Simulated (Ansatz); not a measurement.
## NiGe: a changed input and its effect

System: NiGe (Pnma, 8 atoms in the cell).
Method of the first run: Kohn-Sham DFT of a periodic cell, PBEsol, Ansatz PAW, spin-polarised (Ansatz 0.2.0).

The structure derives from an entry of the Crystallography Open Database. Text and figures count atoms from 1; the logs count them from 0 in places.

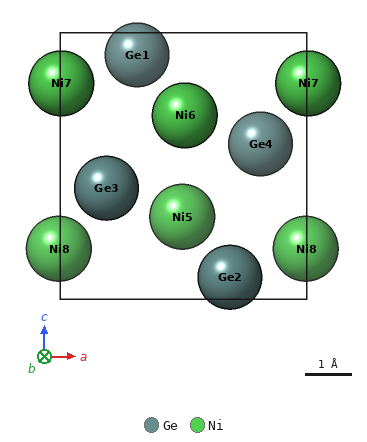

**Figure 1.** The structure as given in the input (spheres-only view of the cell of the calculation, along the b axis; atoms are numbered from 1 in the order of the input).

Input file, the first run:
```yaml
crystal:
  lattice:
    - [5.381, 0.0, 0.0]
    - [0.0, 3.428, 0.0]
    - [0.0, 0.0, 5.811]
  atoms:
    - { symbol: Ge, position: [0.312, 0.75, 0.917] }
    - { symbol: Ge, position: [0.688, 0.25, 0.083] }
    - { symbol: Ge, position: [0.188, 0.25, 0.417] }
    - { symbol: Ge, position: [0.812, 0.75, 0.583] }
    - { symbol: Ni, position: [0.495, 0.75, 0.31], spin: 1.0 }
    - { symbol: Ni, position: [0.505, 0.25, 0.69], spin: 1.0 }
    - { symbol: Ni, position: [0.005, 0.25, 0.81], spin: 1.0 }
    - { symbol: Ni, position: [0.995, 0.75, 0.19], spin: 1.0 }
hamiltonian:
  xc: pbesol
  pseudopotentials: { kind: paw }
magnetization:
  spin_polarized: true
kpoints:
  mp_grid: { grid: [5, 8, 5] }
scf:
  occupations: { method: fermi_dirac, width: 0.05 }
output:
  forces: true
  stress: true
  eigenvalues: true
  write_density: true
  write_potential: true
  elf: true
  volumetric_format: npy
```

Command:
```bash
ansatz run input.yaml --threads 4 --pin off --max-ram 11264MiB --backend cpu --events-out ev --progress --plain --runs-dir out
```

Hardware: 4 threads of Arm Neoverse V2, 24 GiB of memory available, shared host.

Output, shortened to warnings, some set-up lines, iterations and results (the first run):
```
WARN: the starting moments were not kept: the SCF closed with an absolute magnetisation of 5.7e-7 μB, where they sum to 4 μB in size (4 sites). That is at most 0.1 of that sum. Measured as dr2_m measures the in/out step, that magnetisation stands 9.2e-14 eV from none, at or under the dr2_threshold of 1.0e-7 eV: it is no larger than a step whose dr2_m would equal this threshold. The system may …
Basis set: ecut = 420 eV, 2113 PW (Γ), exchange–correlation on 72×48×80 points (8 copies of the dense FFT grid, shifted against one another)
Symmetry: 8 space group operations
k-points: 45 of 200
Initial density: superposition of atomic densities (chi_scale 0.1, normalization cell)
[...]
SCF iter   1: F=—  HF=-40231.327794 eV  |F-HF|=—  |Δ(HF+E_count)|=         —  Δρ=9.58e-2 (↑9.58e-2 ↓6.70e-2)  dr2=1.53e0  dr2_m=6.08e0  M=0.351 μB ∫|m|=0.602 μB  β_m=0.30  …
SCF iter   2: F=—  HF=-40231.851292 eV  |F-HF|=—  |Δ(HF+E_count)|=   5.23e-1  Δρ=7.65e-2 (↑4.62e-2 ↓7.65e-2)  dr2=1.93e0  dr2_m=3.47e0  M=0.224 μB ∫|m|=0.411 μB  β_m=0.61  …
SCF iter   3: F=—  HF=-40235.734454 eV  |F-HF|=—  |Δ(HF+E_count)|=    3.88e0  Δρ=3.80e-2 (↑2.17e-2 ↓3.80e-2)  dr2=1.13e0  dr2_m=7.80e-1  M=0.089 μB ∫|m|=0.206 μB  β_m=0.81  …
SCF iter   4: F=—  HF=-40237.146323 eV  |F-HF|=—  |Δ(HF+E_count)|=    1.41e0  Δρ=2.25e-2 (↑2.14e-2 ↓2.25e-2)  dr2=1.88e0  dr2_m=3.78e-4  M=-0.001 μB ∫|m|=0.021 μB  β_m=0.75  …
SCF iter   5: F=—  HF=-40236.795163 eV  |F-HF|=—  |Δ(HF+E_count)|=   3.51e-1  Δρ=5.78e-3 (↑5.78e-3 ↓4.48e-3)  dr2=5.31e-2  dr2_m=5.53e-4  M=0.002 μB ∫|m|=0.010 μB  β_m=0.84  …
SCF iter   6: F=—  HF=-40236.814817 eV  |F-HF|=—  |Δ(HF+E_count)|=   1.97e-2  Δρ=5.14e-3 (↑5.14e-3 ↓5.12e-3)  dr2=6.14e-2  dr2_m=9.80e-7  M=-0.000 μB ∫|m|=0.002 μB  β_m=0.92  …
SCF iter   7: F=—  HF=-40236.812240 eV  |F-HF|=—  |Δ(HF+E_count)|=   2.58e-3  Δρ=7.42e-4 (↑7.42e-4 ↓4.29e-4)  dr2=5.26e-4  dr2_m=2.44e-4  M=-0.002 μB ∫|m|=0.004 μB  β_m=0.96  …
SCF iter   8: F=—  HF=-40236.812344 eV  |F-HF|=—  |Δ(HF+E_count)|=   1.04e-4  Δρ=2.19e-4 (↑2.07e-4 ↓2.19e-4)  dr2=1.71e-4  dr2_m=8.26e-8  M=0.000 μB ∫|m|=0.000 μB  β_m=0.98  …
SCF iter   9: F=—  HF=-40236.812330 eV  |F-HF|=—  |Δ(HF+E_count)|=   1.40e-5  Δρ=7.61e-5 (↑7.61e-5 ↓7.32e-5)  dr2=1.98e-5  dr2_m=1.37e-8  M=0.000 μB ∫|m|=0.000 μB  β_m=0.99  …
SCF iter  10: F=—  HF=-40236.812328 eV  |F-HF|=—  |Δ(HF+E_count)|=   1.91e-6  Δρ=1.29e-5 (↑1.16e-5 ↓1.29e-5)  dr2=5.66e-7  dr2_m=1.25e-9  M=0.000 μB ∫|m|=0.000 μB  β_m=0.98  …
SCF iter  11: F=—  HF=-40236.812328 eV  |F-HF|=—  |Δ(HF+E_count)|=  8.59e-10  Δρ=1.09e-5 (↑1.04e-5 ↓1.09e-5)  dr2=3.68e-7  dr2_m=1.27e-10  M=0.000 μB ∫|m|=0.000 μB  β_m=0.99  …
SCF iter  12: F=—  HF=-40236.812328 eV  |F-HF|=—  |Δ(HF+E_count)|=   3.60e-8  Δρ=2.39e-6 (↑2.32e-6 ↓2.39e-6)  dr2=1.70e-8  dr2_m=1.46e-12  M=0.000 μB ∫|m|=0.000 μB  β_m=0.88  …
SCF iter  13: F=-40236.812328 eV  HF=-40236.812328 eV  |F-HF|=1.07e-8  |Δ(HF+E_count)|=   2.12e-9  Δρ=1.86e-6 (↑1.84e-6 ↓1.86e-6)  dr2=1.09e-8  dr2_m=1.37e-13  M=-0.000 μB …
SCF 1 converged in 13 iterations: F = -40236.812328 eV  dr2 = 1.09e-8
WARN: the starting moments were not kept: the SCF closed with an absolute magnetisation of 5.7e-7 μB, where they sum to 4 μB in size (4 sites). That is at most 0.1 of that sum. Measured as dr2_m measures the in/out step, that magnetisation stands 9.2e-14 eV from none, at or under the dr2_threshold …
SCF converged after 13 iterations
Magnetization: -0.0000 μB (64.0000 up, 64.0000 down)
Absolute magnetization: 0.0000 μB (∫|ρ↑−ρ↓|, with the PAW one-centre terms)
Spin contamination: 0.0000 ħ² per cell (⟨S²⟩ above its minimum at these occupations)
Per-site moments (μB) at R_I (Å): [(3.1588905256252913e-9, 0.9608992184389613), (3.1588903293036e-9, 0.9608992184389614), (3.158890183138919e-9, 0.9608992184389611), (3.158890269840917e-9, 0.9608992184389613), (-7.292987221325226e-8, 0.9608992184389613), (-7.29298719731694e-8, 0.9608992184389611), …
Free energy (F): -40236.812328 eV
Harris-Foulkes:  -40236.812328 eV  (|F-HF|=1.07e-8)
Internal energy: -40236.789778 eV  (E = F + TS)
E sigma→0 (E₀):  -40236.801053 eV
Entropy (-TS):   -0.022550 eV (-2.819 meV/atom)
Fermi energy:    15.397160 eV
--- Per-component energies (eV) ---
  E_band       = -1582.462259
  E_kinetic    = 1590.678490
[...]
```

The input of the second run differs as follows (lines with − go, lines with + come):
```diff
-    - { symbol: Ge, position: [0.312, 0.75, 0.917] }
-    - { symbol: Ge, position: [0.688, 0.25, 0.083] }
-    - { symbol: Ge, position: [0.188, 0.25, 0.417] }
-    - { symbol: Ge, position: [0.812, 0.75, 0.583] }
-    - { symbol: Ni, position: [0.495, 0.75, 0.31], spin: 1.0 }
-    - { symbol: Ni, position: [0.505, 0.25, 0.69], spin: 1.0 }
-    - { symbol: Ni, position: [0.005, 0.25, 0.81], spin: 1.0 }
-    - { symbol: Ni, position: [0.995, 0.75, 0.19], spin: 1.0 }
+    - { symbol: Ge, position: [0.3087, 0.744841, 0.915706] }
+    - { symbol: Ge, position: [0.694681, 0.263746, 0.078093] }
+    - { symbol: Ge, position: [0.185485, 0.263113, 0.41681] }
+    - { symbol: Ge, position: [0.812352, 0.757066, 0.583571] }
+    - { symbol: Ni, position: [0.490522, 0.76363, 0.302733], spin: 1.0 }
+    - { symbol: Ni, position: [0.505478, 0.241333, 0.689186], spin: 1.0 }
+    - { symbol: Ni, position: [0.00236, 0.246505, 0.815614], spin: 1.0 }
+    - { symbol: Ni, position: [0.996521, 0.75583, 0.195618], spin: 1.0 }
```

What does this change do to the results?

With the same functional and potentials, the second run lies 6.9 meV per atom higher. The pressure goes from −3.24 to −2.83 GPa. The largest force goes from 0.180 to 0.788 eV/Å. The SCF takes 17 iterations against 13. The irreducible k-points go from 45 to 101. On the same kind of shared host the second run took about 5.2 times as long.

Output, shortened to warnings, some set-up lines, iterations and results (the second run):
```
WARN: the starting moments were not kept: the SCF closed with an absolute magnetisation of 5.0e-7 μB, where they sum to 4 μB in size (4 sites). That is at most 0.1 of that sum. Measured as dr2_m measures the in/out step, that magnetisation stands 1.1e-13 eV from none, at or under the dr2_threshold of 1.0e-7 eV: it is no larger than a step whose dr2_m would equal this threshold. The system may …
Basis set: ecut = 420 eV, 2113 PW (Γ), exchange–correlation on 72×48×80 points (8 copies of the dense FFT grid, shifted against one another)
Symmetry: 1 space group operations
k-points: 101 of 200 (time reversal used)
Initial density: superposition of atomic densities (chi_scale 0.1, normalization cell)
[...]
SCF iter   1: F=—  HF=-40231.237161 eV  |F-HF|=—  |Δ(HF+E_count)|=         —  Δρ=9.59e-2 (↑9.59e-2 ↓6.70e-2)  dr2=1.54e0  dr2_m=6.08e0  M=0.349 μB ∫|m|=0.601 μB  β_m=0.30  …
SCF iter   2: F=—  HF=-40231.762336 eV  |F-HF|=—  |Δ(HF+E_count)|=   5.25e-1  Δρ=7.65e-2 (↑4.62e-2 ↓7.65e-2)  dr2=1.94e0  dr2_m=3.47e0  M=0.223 μB ∫|m|=0.410 μB  β_m=0.61  …
SCF iter   3: F=—  HF=-40235.663331 eV  |F-HF|=—  |Δ(HF+E_count)|=    3.90e0  Δρ=3.82e-2 (↑2.17e-2 ↓3.82e-2)  dr2=1.14e0  dr2_m=7.84e-1  M=0.087 μB ∫|m|=0.206 μB  β_m=0.81  …
SCF iter   4: F=—  HF=-40237.091578 eV  |F-HF|=—  |Δ(HF+E_count)|=    1.43e0  Δρ=2.25e-2 (↑2.14e-2 ↓2.25e-2)  dr2=1.88e0  dr2_m=3.84e-4  M=-0.002 μB ∫|m|=0.020 μB  β_m=0.75  …
SCF iter   5: F=—  HF=-40236.743031 eV  |F-HF|=—  |Δ(HF+E_count)|=   3.49e-1  Δρ=6.09e-3 (↑6.09e-3 ↓5.00e-3)  dr2=6.65e-2  dr2_m=5.09e-4  M=0.001 μB ∫|m|=0.010 μB  β_m=0.80  …
[... 8 lines ...]
SCF iter  14: F=—  HF=-40236.757346 eV  |F-HF|=—  |Δ(HF+E_count)|=   3.35e-7  Δρ=1.53e-5 (↑1.52e-5 ↓1.53e-5)  dr2=7.18e-7  dr2_m=7.09e-12  M=0.000 μB ∫|m|=0.000 μB  β_m=0.62  …
SCF iter  15: F=—  HF=-40236.757346 eV  |F-HF|=—  |Δ(HF+E_count)|=   1.90e-8  Δρ=5.93e-6 (↑5.93e-6 ↓5.74e-6)  dr2=1.12e-7  dr2_m=5.85e-11  M=-0.000 μB ∫|m|=0.000 μB  β_m=0.53 …
SCF iter  16: F=—  HF=-40236.757346 eV  |F-HF|=—  |Δ(HF+E_count)|=  8.73e-10  Δρ=1.24e-6 (↑1.23e-6 ↓1.24e-6)  dr2=6.31e-9  dr2_m=2.97e-13  M=-0.000 μB ∫|m|=0.000 μB  β_m=0.52 …
SCF iter  17: F=-40236.757346 eV  HF=-40236.757346 eV  |F-HF|=7.04e-9  |Δ(HF+E_count)|=   1.14e-9  Δρ=1.40e-6 (↑1.40e-6 ↓1.39e-6)  dr2=8.23e-9  dr2_m=2.35e-13  M=-0.000 μB …
SCF 1 converged in 17 iterations: F = -40236.757346 eV  dr2 = 8.23e-9
WARN: the starting moments were not kept: the SCF closed with an absolute magnetisation of 5.0e-7 μB, where they sum to 4 μB in size (4 sites). That is at most 0.1 of that sum. Measured as dr2_m measures the in/out step, that magnetisation stands 1.1e-13 eV from none, at or under the dr2_threshold …
SCF converged after 17 iterations
Magnetization: -0.0000 μB (64.0000 up, 64.0000 down)
Absolute magnetization: 0.0000 μB (∫|ρ↑−ρ↓|, with the PAW one-centre terms)
Spin contamination: 0.0000 ħ² per cell (⟨S²⟩ above its minimum at these occupations)
Per-site moments (μB) at R_I (Å): [(5.338703168971518e-9, 0.9646672878479623), (3.94437749585085e-9, 0.9289045463866302), (3.5977667649653995e-9, 0.965253172030171), (4.582712716463678e-9, 0.9816099139517881), (-9.163613573986633e-8, 0.9816099139517881), (-1.144139286450917e-7, 0.965253172030171), …
Free energy (F): -40236.757346 eV
Harris-Foulkes:  -40236.757346 eV  (|F-HF|=7.04e-9)
Internal energy: -40236.735065 eV  (E = F + TS)
E sigma→0 (E₀):  -40236.746206 eV
Entropy (-TS):   -0.022280 eV (-2.785 meV/atom)
Fermi energy:    15.394174 eV
--- Per-component energies (eV) ---
  E_band       = -1582.993394
  E_kinetic    = 1591.012131
[...]
```

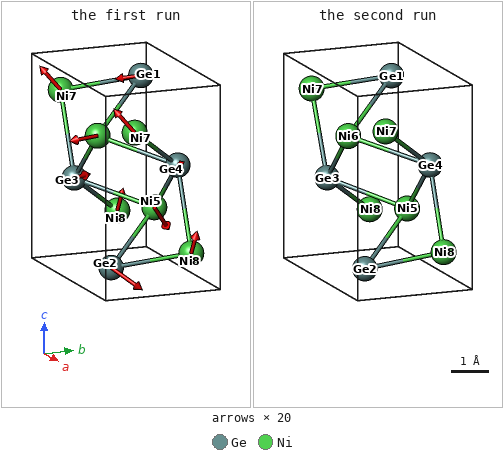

**Figure 2.** The two input geometries at one scale (ball-and-stick view of the cell of the calculation, seen slightly off an axis). The red arrows on the first give the shifts of the atoms relative to the cell, with their mean removed, magnified 20 times. Ge2 moves most: 0.057 Å. Largest moves by element: Ge 0.057 Å, Ni 0.055 Å. (The mean shift of all atoms is removed.) The cell doesn't change. Among the contacts that change: Ge2–Ni7 2.329 → 2.252 Å, Ge4–Ni5 2.329 → 2.380 Å, Ge3–Ni8 2.399 → 2.353 Å, Ge4–Ni6 2.460 → 2.421 Å.

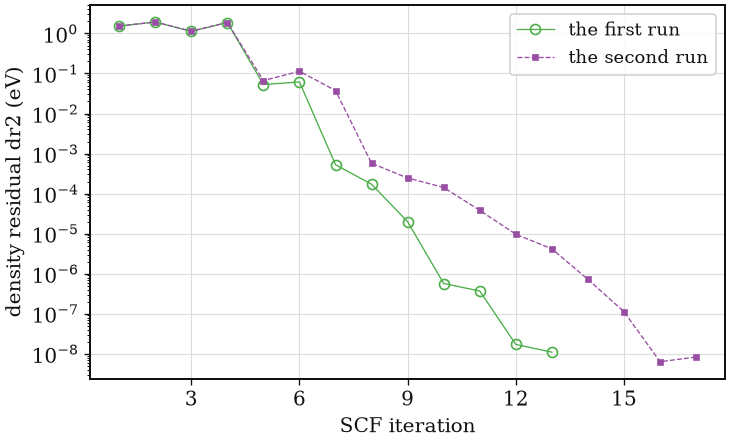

**Figure 3.** Convergence of the two runs: density residual dr2 against the SCF iteration. The first run takes 13 iterations in all, and the second run takes 17.

The two runs side by side:

| quantity | the first run | the second run |
| --- | --- | --- |
| outcome | converged | converged |
| free energy per atom (eV) | −5029.6015 | −5029.5947 |
| energy per atom, smearing taken to zero (eV) | −5029.6001 | −5029.5933 |
| gap on the mesh (eV) | 0.00 | 0.00 |
| net moment of the cell (μB) | 0.00 | 0.00 |
| absolute moment of the cell (μB) | 0.00 | 0.00 |
| pressure (GPa) | −3.24 | −2.83 |
| largest force (eV/Å) | 0.180 | 0.788 |
| SCF iterations | 13 | 17 |
| irreducible k-points | 45 | 101 |
| plane waves at Γ | 2113 | 2113 |
| wall time (shared host) | 21 s | 1.9 min |

For both runs: Warnings: some starting moments were not kept.
